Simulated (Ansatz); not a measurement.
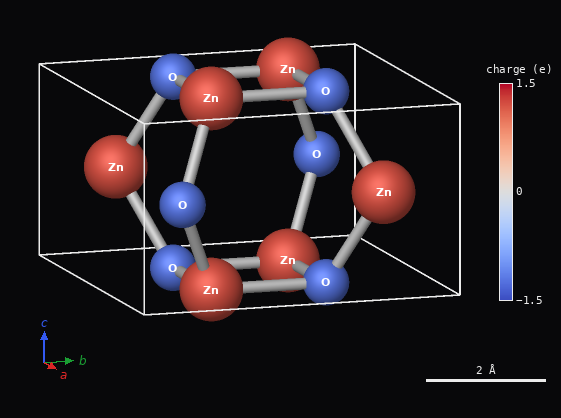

The image is a ball-and-stick drawing of a crystal, viewed slightly off an axis. Atoms at the boundary of the simulation cell (the box) are drawn once for each face, edge or corner they touch. The atoms of this ZnO cell are coloured by their Bader charge.

Setup: Ansatz 0.2.0, DFT PBE, scalar-relativistic, plane waves, PAW; a cutoff energy of 420 eV, a 6×6×8 grid in reciprocal space, Gaussian smearing of 0.02 eV, no spin polarisation.

Who donates electrons here and who accepts them?

Answer. Most positive: Zn; most negative: O. Charges: about Zn +1.2 e; O -1.2 e. The transfer is large, as in an ionic solid.

Origin of the cell: a structure listed in the Materials Project. Earlier steps of the study may have refined or changed the cell and positions. Ansatz was used for an electronic-structure calculation on it.
